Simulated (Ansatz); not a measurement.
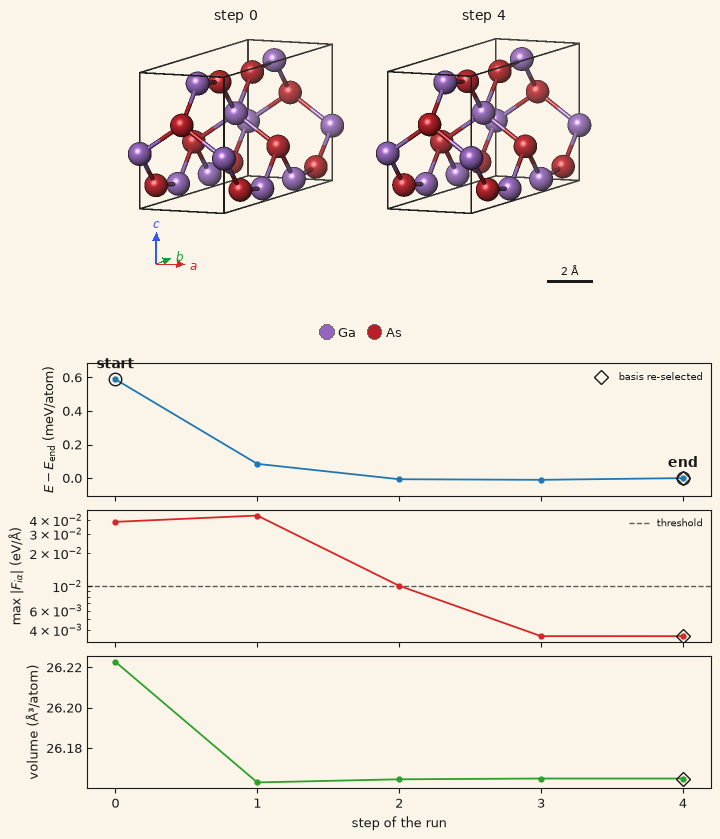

First and last geometry of a relaxation of crystalline GaAs (a generated structure, set up in Pmmn), with the history of the run. A ball-and-stick model of the cell of the calculation, seen slightly off an axis.

All numbers below come from DFT PBE, scalar-relativistic, plane waves, PAW in Ansatz 0.2.0. Set-up: plane-wave cutoff 420 eV; k-point mesh 10 × 4 × 6; occupations gaussian; smearing width 0.1 eV; no spin polarisation; cell and atoms relaxed; force threshold 0.01 eV/Å; at most 80 steps.

> What do the curves and the structures tell?

It converged. The largest moves relative to the cell, 0.013 Å, are those of As atoms. By element the largest moves are As 0.013 Å, Ga 0.010 Å. The drawn cell changes as follows: a 4.102 → 4.071 Å (−0.7 %), b 12.456 → 12.431 Å (−0.2 %), c 6.159 → 6.204 Å (+0.7 %); the volume changes by −0.2 %. Near-neighbour distances that change, for instance: As–Ga 2.506 → 2.501 Å. The space group stays Pmmn (No. 59). After 3 accepted moves (4 points after the start) the energy has fallen by 0.6 meV per atom. The largest force component goes from 0.039 to 0.0035 eV/Å. The pressure goes from −0.11 to 0.00 GPa. The SCF was repeated once at an unchanged geometry on a basis and grid sized afresh for the cell, which shifted the energy by less than 0.05 meV per atom at most.
